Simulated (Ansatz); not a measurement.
Convergence test: the k-point mesh is varied and all else is held.
VN (Fm-3m, 2 atoms in the cell); DFT, PBE, PAW with Ansatz's default frozen-core files, scalar-relativistic (Ansatz); cutoff 420 eV, Fermi–Dirac smearing of 0.08 eV, collinear spins.
ΔE is the free energy less its value at the densest setting, 20×20×20.
Values: 4×4×4, 7×7×7, 10×10×10 and 20×20×20.

### How do the results converge (to 1 meV/atom)?

The free energy at the last setting but one, 10×10×10, is still more than 1 meV/atom from the densest setting's value, so the scan doesn't show it converged. The closer agreement at 7×7×7 is by chance. It is off by −17 meV/atom at 4×4×4, −0.86 meV/atom at 7×7×7 and −3.5 meV/atom at 10×10×10. The energy doesn't approach its limit from one side: k-point sampling isn't variational.

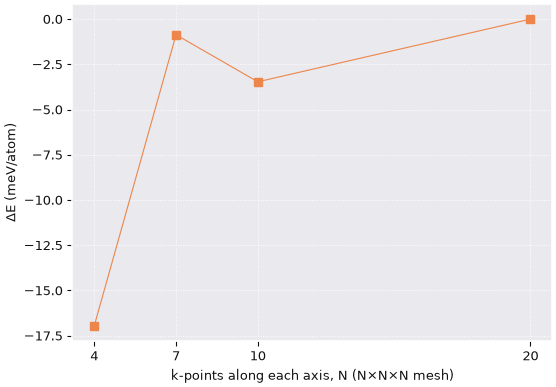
